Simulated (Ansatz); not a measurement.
Single-point calculation, with input and output: GeSi₂

The run: single-point calculation of GeSi₂ (3 atoms in the cell). Method and program: DFT r2SCAN, scalar-relativistic, plane waves, PAW, no spin polarisation (Ansatz 0.2.0).

The structure was made by swapping elements on the sites of another compound; it need not be a known phase. It belongs to a series of runs on one base structure; here: fluorite type (Fm-3m, No. 225).

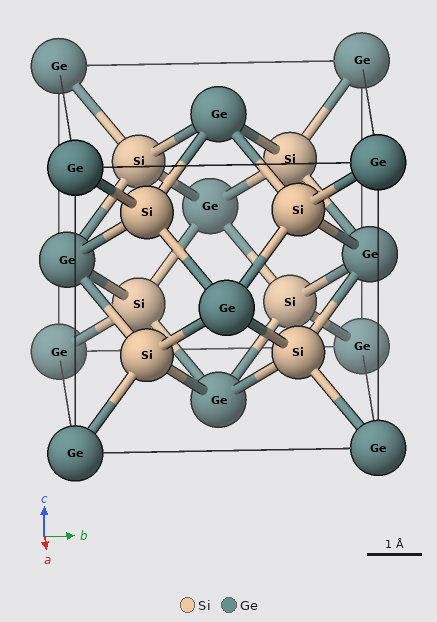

**Figure 1.** The input geometry (ball-and-stick view of the cell 4 times as large as that of the calculation, set on its symmetry axes, seen at an oblique angle). Near neighbours in the crystal (not all of them lie inside the picture): Si has 4 Ge at 2.47 Å; Ge has 8 Si at 2.47 Å.

**Key numbers**

```json
{"quantity": "outcome", "value": "converged"}
{"quantity": "space group (tolerance 0.01 Å)", "value": "Fm-3m (225)"}
{"quantity": "electrons treated", "value": "22"}
{"quantity": "free energy", "value": "−5578.0611 eV"}
{"quantity": "Fermi energy", "value": "11.190 eV"}
{"quantity": "gap on the k-point mesh", "value": "none (metallic)"}
{"quantity": "pressure", "value": "18.32 GPa"}
{"quantity": "largest force (length of the vector)", "value": "under 0.001 eV/Å"}
{"quantity": "hardware", "value": "1 thread of Intel Xeon @ 2.50GHz (Skylake/Cascade Lake), 192 GiB of memory available, shared host"}
{"quantity": "wall time", "value": "3.9 s"}
{"quantity": "peak memory", "value": "0.47 GiB"}
```

**Notes**

The cell is under a pressure of 18.3 GPa at this level, so it is not at its equilibrium volume.

**Input**
```yaml
crystal:
  lattice:
    - [0.0, 2.8545571171, 2.8545571171]
    - [2.8545571171, 0.0, 2.8545571171]
    - [2.8545571171, 2.8545571171, 0.0]
  atoms:
    - { symbol: Si, position: [0.25, 0.25, 0.25] }
    - { symbol: Si, position: [0.75, 0.75, 0.75] }
    - { symbol: Ge, position: [0.0, 0.0, 0.0] }
basis:
  ecutwfc: 500
kpoints:
  mp_grid: { grid: [6, 6, 6] }
hamiltonian:
  xc: r2scan
scf:
  occupations: { method: gaussian, width: 0.1 }
  lower_state_search: "off"
output:
  forces: true
  stress: true
  eigenvalues: true
```

Launch command:
```bash
ansatz run input.yaml --threads 1 --pin off --max-ram 2560MiB --backend cpu --events-out ev --progress --plain --runs-dir out
```

**Log**
```
Engine: ansatz 0.2.0, x86_64-unknown-linux-gnu
Pseudopotentials: kind: paw
Pseudopotential: Si, paw, valence charge 4, recommended cutoff 500 eV (meta_gga), Si.paw.azcp
Pseudopotential: Ge, paw, valence charge 14, recommended cutoff 500 eV (meta_gga), Ge.paw.azcp
Functional definition: r2SCAN
  parameter k0 = 0.174
  parameter k1 = 0.065
  parameter a1 = 4.9479
  exchange = r2scan_x(k0 = k0, k1 = k1, a1 = a1)
  correlation = r2scan_c
Crystal: 3 atoms, lattice volume = 46.521 Å³
Basis set: ecut = 500 eV, 1243 PW (Γ), exchange–correlation on 120×120×120 points (64 copies of the dense FFT grid, shifted against one another)
Bands: 15, of which v1, the nominal top of the filled ones, is band 11 counted from 1 (10 counted from 0)
Symmetry: 48 space group operations
Space group: Fm-3m (ITA 225), of the structure as read, at distance tolerance 3.6e-5 Å
k-points: 16 of 216
Non-local potential: Si, projectors of the file, l = 0: 2, l = 1: 2, l = 2: 2
Non-local potential: Ge, projectors of the file, l = 0: 2, l = 1: 2, l = 2: 3, l = 3: 1
PAW form: soft (Blöchl's): semilocal exchange-correlation on the pseudo side does not see the compensation charge
PAW frozen core: Si, regenerated for the run's functional (the file was generated under x = pbe(κ = 0.804, μ = 0.2195149727645171), c = pbe(β = 0.06672455060314922))
PAW frozen core: Ge, regenerated for the run's functional (the file was generated under x = pbe(κ = 0.804, μ = 0.2195149727645171), c = pbe(β = 0.06672455060314922))
PAW one-centre angular grid: Si, 302 points (default); XC on 160 Gauss nodes
PAW one-centre angular grid: Ge, 590 points (default); XC on 160 Gauss nodes
Initial density: superposition of atomic densities (neutral atoms: chi_scale 0, normalization atom), corrected by the library's trained network
Initial wavefunctions: pseudopotential atomic-orbital guess
Functional: x = r2scan, c = r2scan; τ floored in thin density (d = 2e-4 eV/Å³)
SCF iter   1: F=-5578.045390 eV  HF=-5578.026578 eV  |F-HF|=1.88e-2  |Δ(HF+E_count)|=         —  Δρ=7.80e-3  dr2=2.26e-2  dr2_τ=1.34e-2  ethr=1.77e-3  ⟨swp⟩=5.6  Hψ=1432  notcnv=0
preconditioner: auto → Kerker (q_TF=auto, 2.408 Å⁻¹)  [metal: Δε(μ)=0.086 eV  Ē_g=9.716 eV  σ=0.100 eV  W_gap=0.40  n_scr=14 (ndim 8)  ℏωp=18.9 eV  f_vac=0.000  D(μ)=2.03/eV (n_scr^D=14)]
SCF iter   2: F=-5578.060203 eV  HF=-5578.061580 eV  |F-HF|=1.38e-3  |Δ(HF+E_count)|=   3.50e-2  Δρ=4.30e-3  dr2=7.30e-3  dr2_τ=3.12e-5  ethr=1.03e-4  ⟨swp⟩=2.0  Hψ=670  notcnv=0  defer=2
SCF iter   3: F=-5578.060755 eV  HF=-5578.061303 eV  |F-HF|=5.48e-4  |Δ(HF+E_count)|=   2.77e-4  Δρ=2.54e-3  dr2=2.55e-3  dr2_τ=1.28e-5  ethr=3.32e-5  ⟨swp⟩=1.0  Hψ=302  notcnv=0  defer=2
SCF iter   4: F=-5578.061102 eV  HF=-5578.061096 eV  |F-HF|=5.36e-6  |Δ(HF+E_count)|=   2.07e-4  Δρ=2.57e-4  dr2=4.12e-5  dr2_τ=2.69e-7  ethr=1.16e-5  ⟨swp⟩=2.0  Hψ=367  notcnv=0  defer=2
SCF iter   5: F=-5578.061110 eV  HF=-5578.061112 eV  |F-HF|=1.98e-6  |Δ(HF+E_count)|=   1.59e-5  Δρ=9.96e-5  dr2=7.51e-6  dr2_τ=4.06e-8  ethr=1.87e-7  ⟨swp⟩=2.0  Hψ=416  notcnv=0  defer=2
SCF iter   6: F=-5578.061112 eV  HF=-5578.061112 eV  |F-HF|=5.91e-9  |Δ(HF+E_count)|=   4.78e-7  Δρ=1.80e-5  dr2=2.50e-7  dr2_τ=2.02e-9  ethr=3.42e-8  ⟨swp⟩=2.2  Hψ=415  notcnv=0  defer=2
SCF iter   7: F=-5578.061112 eV  HF=-5578.061112 eV  |F-HF|=6.64e-11  |Δ(HF+E_count)|=   2.43e-8  Δρ=4.23e-6  dr2=8.13e-9  dr2_τ=3.50e-11  ethr=4.55e-10  ⟨swp⟩=6.2  Hψ=1096  notcnv=0
SCF 1 converged in 7 iterations: F = -5578.061112 eV  dr2 = 8.13e-9
  greatest PAW one-centre occupation: 0.998 electrons in one spin orbital (limit 2), on the Ge atom at site 2 (counted from 0), in its partial waves of l = 2
SCF converged after 7 iterations
Free energy (F): -5578.061112 eV
Harris-Foulkes:  -5578.061112 eV  (|F-HF|=6.64e-11)
Internal energy: -5578.051104 eV  (E = F + TS)
E sigma→0 (E₀):  -5578.056108 eV
Entropy (-TS):   -0.010008 eV (-3.336 meV/atom)
Fermi energy:    11.190433 eV
--- Per-component energies (eV) ---
  E_band       = -84.940780
  E_kinetic    = 198.814059
  E_local      = -2560.085170  (includes V_loc(G=0)·N_el)
  E_nonlocal   = 471.859864
  E_hartree    = 1149.726203
  E_xc         = -175.741098
  E_vxc        = -173.339904  (∫ρ·V_xc dr)
  E_paw        = -3072.571934  (= ΣΔE_a)
  E_vpaw       = -330.002922  (= ΣTr[D̂ρ^β])
  E_aug_tail   = 0.000027  (compensation charges beyond the density's cutoff)
  E_vtau       = 8.364762  (kinetic-family band-sum trace: ∫τ·v_τ [+ j·A + Jᵃ·Aᵃ] dr)
  E_ewald      = -1588.814425
  E_core_change = -1.238632  (= ΣΔE_core)
  E_smearing   = -0.010008  (= −TS)
  E_closure    = 0.000000  (closes the sum)
  Σ components = -5578.061112   (vs F -5578.061112, Δ=0.00e0)
--- Forces (eV/Å), atoms counted from 1 ---
  atom   1  Si    -0.00000000     0.00000000     0.00000000
  atom   2  Si    -0.00000000     0.00000000    -0.00000000
  atom   3  Ge    -0.00000000    -0.00000000    -0.00000000
  max |Σ_I F_I| component: 5.55e-17 eV/Å
--- Stress (GPa, compression-positive) ---
       18.318892       0.000000       0.000000
        0.000000      18.318892      -0.000000
        0.000000       0.000000      18.318892
  P = ⅓ Tr σ = 18.3189 GPa (183.189 kbar)
--- Band table (eV; the first three rows and the last of 16) ---
  k-point 0: bands = ["-14.4470", "-14.4470", "-14.4470", "-14.3943", "-14.3943", "-4.3497", "9.2387", "9.2387", "9.2387", "9.2973", "9.2973", "9.2973", "9.5486", "11.6971", "15.4973"]
  k-point 1: bands = ["-14.4470", "-14.4451", "-14.4451", "-14.3942", "-14.3942", "-3.9759", "5.4899", "8.1032", "8.1032", "8.7404", "10.4512", "10.4512", "11.8356", "14.1332", "14.1332"]
  k-point 2: bands = ["-14.4472", "-14.4417", "-14.4417", "-14.3936", "-14.3936", "-2.8913", "2.1792", "7.4191", "7.4191", "8.0733", "10.3462", "10.3462", "12.6176", "15.3534", "15.3534"]
  k-point 15: bands = ["-14.4500", "-14.4383", "-14.4324", "-14.3974", "-14.3904", "-0.0822", "0.7931", "2.3828", "4.2991", "8.5000", "11.0289", "12.8384", "15.1166", "17.2553", "18.7683"]
```

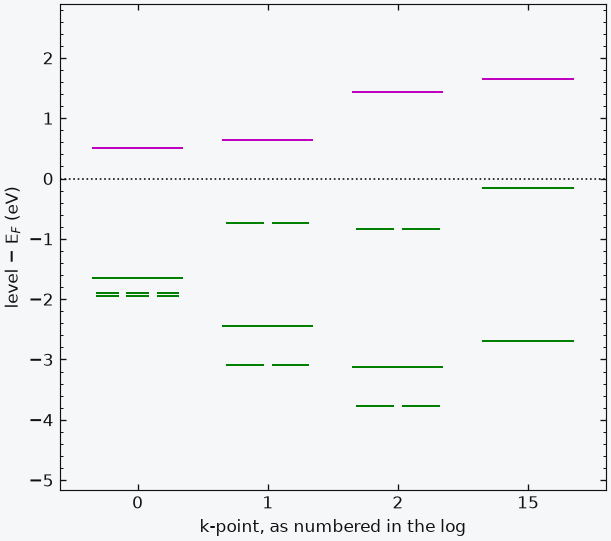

**Figure 2.** Kohn–Sham levels near the Fermi level (dotted) at the few k-points that the log prints; levels within 0.02 eV of each other stand side by side. The system is metallic on the full mesh.
